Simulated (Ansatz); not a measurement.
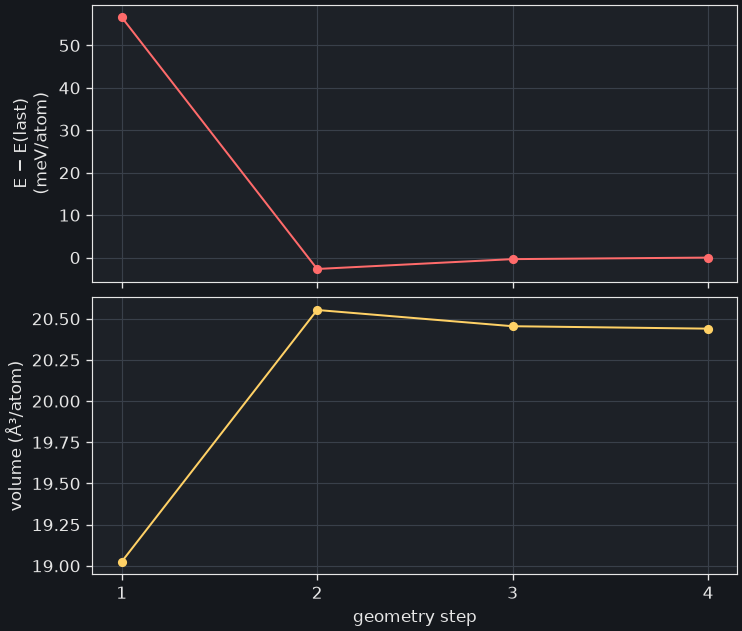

History of a geometry optimisation. Atoms and cell relax. A closing SCF on a freshly chosen basis isn't drawn.

```
crystal:
  lattice:
    - [0.0, 2.6695606142, 2.6695606142]
    - [2.6695606142, 0.0, 2.6695606142]
    - [2.6695606142, 2.6695606142, 0.0]
  atoms:
    - { symbol: Ag, position: [0.5, 0.5, 0.5] }
    - { symbol: Cl, position: [0.0, 0.0, 0.0] }
basis:
  ecutwfc: 420
kpoints:
  mp_grid: { grid: [10, 10, 10] }
hamiltonian:
  xc: pbe
scf:
  occupations: { method: fixed }
  mixing: { algorithm: anderson, beta: 0.9, ndim: 4 }
output:
  forces: true
  eigenvalues: true
  stress: true
relax:
  adjacent_minimum: "off"
  f_tol: 0.001
  max_steps: 60
  cell: { stress_tol: 0.02, p_target: 4.0 }
```

Command:
```bash
ansatz run input.yaml --threads 1 --pin off --max-ram 1228MiB --backend cpu --events-out ev --progress --plain --runs-dir out
```

> How did the optimisation end?

The optimisation met its thresholds at geometry 4, counting the start as the first. The energy fell by about 57 meV/atom from the first step to the last, with a rise at step 3. The target is 4 GPa, so the enthalpy and not the energy is minimised. All forces vanish by symmetry, so only the cell moves.

> What happens to the cell?

The volume grows from 19.0 to 20.4 Å³ per atom (+7 %).
